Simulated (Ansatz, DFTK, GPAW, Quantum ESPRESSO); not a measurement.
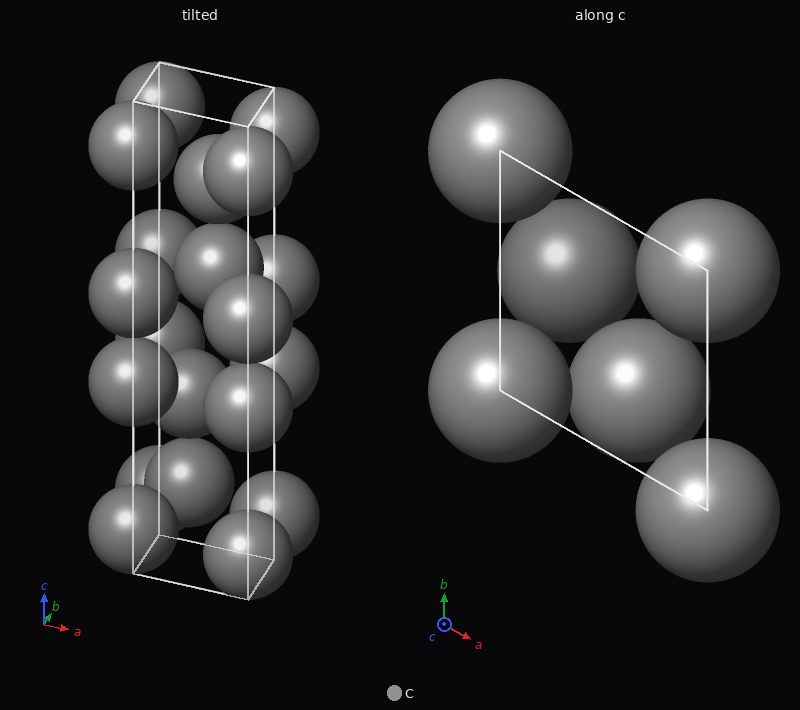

C, space group P6₃/mmc (No. 194), a = 2.522 Å, b = 2.522 Å, c = 8.237 Å, α = 90.00°, β = 90.00°, γ = 120.00°. We look at a space-filling model of the crystal slightly off an axis and along the c axis. Lines trace the edges of the conventional unit cell. The cell is an entry, possibly a prediction, of the Crystallography Open Database.

One fixed geometry in four programs or potential sets. Alike in all runs: functional PBE; k mesh 12 × 12 × 4 on the run's cell of 8 atoms; occupations fermi-dirac, width 0.05 eV; no spin polarisation; no spin-orbit coupling.

| program | gap (eV) | pressure (GPa) |
| --- | --- | --- |
| DFTK (PseudoDojo 0.4.1 standard) | ? | ? |
| Ansatz LAPW (all-electron) | 4.42 | 2.2 |
| GPAW (PAW data 1.2.1) | 4.41 | 1.9 |
| Quantum ESPRESSO (SSSP 1.3 efficiency) | 4.43 | 2.4 |

### Estimate the row of DFTK (PseudoDojo 0.4.1 standard).

A gap of 4.47 eV and a pressure of 2.4 GPa. The other rows span 4.41 to 4.43 eV and 1.9 to 2.4 GPa.

Gaps are the least found on the k-mesh, which can miss the band edges. Plane-wave pressures hold the error of each finite cutoff.
